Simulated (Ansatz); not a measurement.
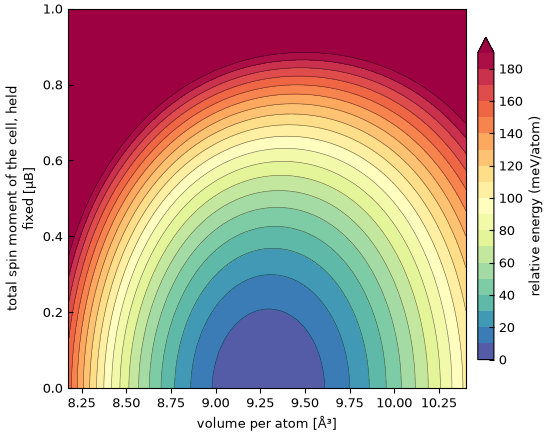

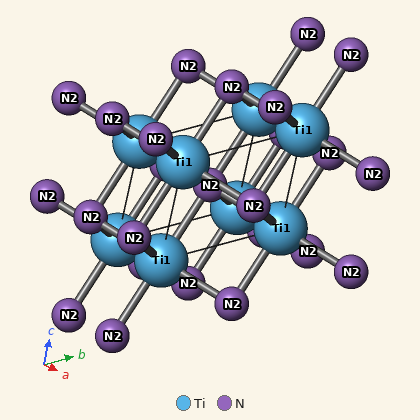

Energy landscape of TiN (Fm-3m, No. 225; 2 atoms in the cell). The energy is mapped over volume and a fixed ferromagnetic moment. First axis: volume per atom. Second axis: total spin moment of the cell, held fixed. Nothing is relaxed (shape and fractional coordinates fixed). Grid: 7 × 9 points. Points are written as (first, second). Energies: meV/atom, counted from the lowest grid point. The moment is held fixed and parallel; antiferromagnetic orders weren't tried. Theory: Ansatz, DFT PBEsol, scalar-relativistic, plane waves, PAW. Settings: cutoff 520 eV, k-mesh 20×20×20, gaussian smearing 0.15 eV.

In the figure: filled contours, one colour for all values above the top of the scale. Between grid points the surface is interpolated. The second picture is the structure at the lowest point.

### Summarise what can be read from the map.

The lowest grid point is at (9.287 Å³, 0.000 μB). It lies on the edge of the map, which is a mirror line here (the non-magnetic state). The highest grid point, (8.172 Å³, 1.000 μB), lies 490 meV/atom above the lowest.

Time for the 63 points that were run: 15 min on 2 threads of Arm Neoverse N1 (shared host).

PAW datasets: the set soft_1.
